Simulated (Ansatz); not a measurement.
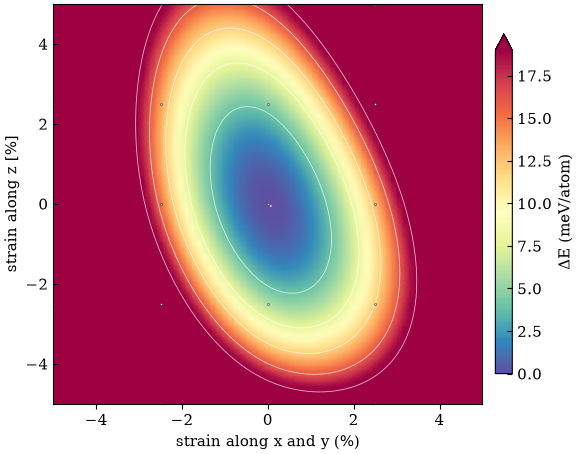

MgO (Fm-3m, No. 225; 2 atoms in the cell). The cell is strained homogeneously, by one strain along x and y and another along z, with fractional coordinates fixed (x, y and z along the cube axes). Coordinates scanned: (1) strain along x and y; (2) strain along z. The grid has 5 × 5 points. Points are written as (first, second). Energies: meV/atom, counted from the lowest grid point. Computed with DFT PBEsol, scalar-relativistic, plane waves, PAW in Ansatz. Settings: cutoff 420 eV, k-mesh 10×10×10, gaussian smearing 0.05 eV, no spin polarisation.

The picture shows a smooth colour map with a few white contour lines, dots at the grid points, one colour for all values above the top of the scale. Between grid points the surface is interpolated.

Estimate the clamped-ion elastic constants that this map fixes.

Answer. With the cell volume of 18.7 Å³, the curvatures of the interpolated surface at its minimum give C₁₁ + C₂₂ + 2C₁₂ ≈ 760 GPa, C₃₃ ≈ 290 GPa and C₁₃ + C₂₃ ≈ 180 GPa (clamped ions, Cartesian axes of the cell). A stretch of 1 % along z with free sides (kept equal in x and y) would change the in-plane lengths by about −0.24 %.
